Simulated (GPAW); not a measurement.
System: KBr, space group Fm-3m (No. 225).

Input of the run:
```
from ase import Atoms
from ase.eos import EquationOfState
from ase.io import Trajectory
from ase.units import GPa
from gpaw import GPAW, PW

atoms = Atoms(['Br', 'K'],
              cell=[[0.0, 3.3, 3.3],
                    [3.3, 0.0, 3.3],
                    [3.3, 3.3, 0.0]],
              scaled_positions=[[0.5, 0.5, 0.5],
                                [0.0, 0.0, 0.0]],
              pbc=True)

traj = Trajectory('eos.traj', 'w')
volumes, energies = [], []
for x in [0.94, 0.96, 0.98, 1.0, 1.02, 1.04, 1.06]:
    a = atoms.copy()
    a.set_cell(atoms.cell * x**(1 / 3), scale_atoms=True)
    calc = GPAW(mode=PW(600),
                xc='MGGA_X_R2SCAN+MGGA_C_R2SCAN',
                kpts={'size': (7, 7, 7), 'gamma': True},
                occupations={'name': 'fermi-dirac', 'width': 0.05},
                nbands=16,
                convergence={'density': 1e-05, 'energy': 1e-05},
                maxiter=150,
                txt=f'eos-{x:.2f}.txt')
    a.calc = calc
    energies.append(a.get_potential_energy(force_consistent=True))
    volumes.append(a.get_volume())
    p = -a.get_stress()[:3].mean() / GPa
    calc.write(f'eos-{x:.2f}.gpw')
    traj.write(a)
    print(f'{x:.2f} {volumes[-1]:10.4f} A^3 {energies[-1]:14.6f} eV {p:9.3f} GPa', flush=True)

v0, e0, B = EquationOfState(volumes, energies, eos='birchmurnaghan').fit()
print(f'V0 = {v0:.4f} A^3, E0 = {e0:.6f} eV, B0 = {B / GPa:.2f} GPa')
```

Launched with:
```bash
OMP_NUM_THREADS=1 python run.py
```

Computed with GPAW 26.7.0: PAW DFT in plane waves, on a grid or in atomic orbitals, no spin polarisation; energies at scaled volumes of the given cell, shape and fractions fixed, counted from the fit's minimum, third-order Birch-Murnaghan fit. Level: r2SCAN.

k mesh 7×7×7; occupations Fermi–Dirac; smearing width 0.05 eV; potentials GPAW PAW data sets (gpaw data 1.2.1); wave cutoff 600 eV; program settings basis pw.

Predict the energy and pressure against volume. The volume takes the values 33.78, 34.50, 35.22, 35.94, 36.66, 37.37, 38.09 Å³/atom.

A third-order Birch–Murnaghan fit gives V0 = 36.03 Å³/atom, B0 = 15.9 GPa and B′ = 4.9. The energy is 7.92 meV/atom at volume 33.78 Å³/atom and 5.27 meV/atom at 38.09 Å³/atom; the lowest computed point is at volume 35.94 Å³/atom (0.02 meV/atom). The pressure falls from 1.18 GPa at volume 33.78 Å³/atom to −0.79 GPa at 38.09 Å³/atom, and changes sign near 35.98 Å³/atom.

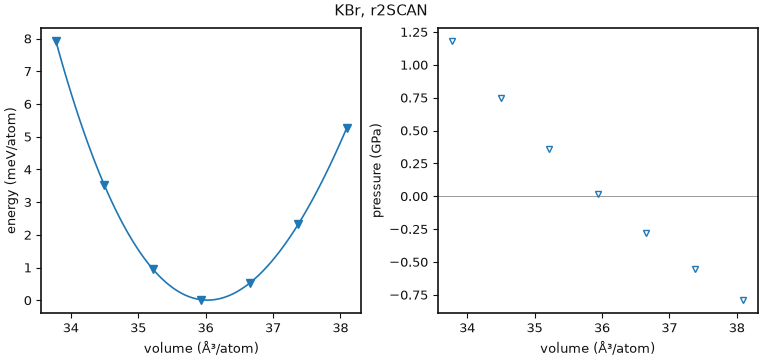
